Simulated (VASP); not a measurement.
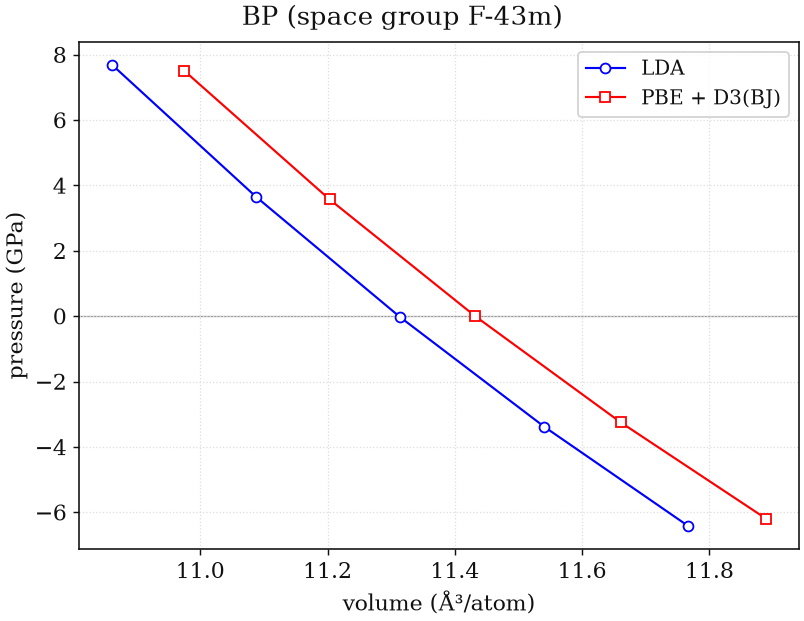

The plot gives the computed pressure against volume, with one curve for each functional, for BP (space group F-43m).

Method: plane-wave DFT, no spin polarisation; energies at scaled volumes of the given cell, shape and fractions fixed, counted from the fit's minimum, third-order Birch-Murnaghan fit (VASP 6.6.1). All runs: no spin polarisation.

```
       setting     value
        k mesh     8×8×8
   occupations  Gaussian
smearing width   0.02 eV
   wave cutoff    520 eV
```

Settings that differ: LDA: potentials VASP-PAW-LDA-potentials,-recommended; PBE + D3(BJ): potentials VASP-PAW-PBE-potentials,-recommended.

> Order the curves by fitted equilibrium volume, smallest first.

LDA 11.318, PBE + D3(BJ) 11.437 Å³/atom.

> Order the curves by fitted bulk modulus, smallest first.

PBE + D3(BJ) 170.2, LDA 175.2 GPa.

The computed values:

LDA:
| volume (Å³/atom) | pressure (GPa) |
| --- | --- |
| 10.86 | 7.69 |
| 11.09 | 3.65 |
| 11.31 | −0.03 |
| 11.54 | −3.38 |
| 11.77 | −6.42 |

PBE + D3(BJ):
| volume (Å³/atom) | pressure (GPa) |
| --- | --- |
| 10.97 | 7.51 |
| 11.20 | 3.57 |
| 11.43 | 0.00 |
| 11.66 | −3.25 |
| 11.89 | −6.20 |
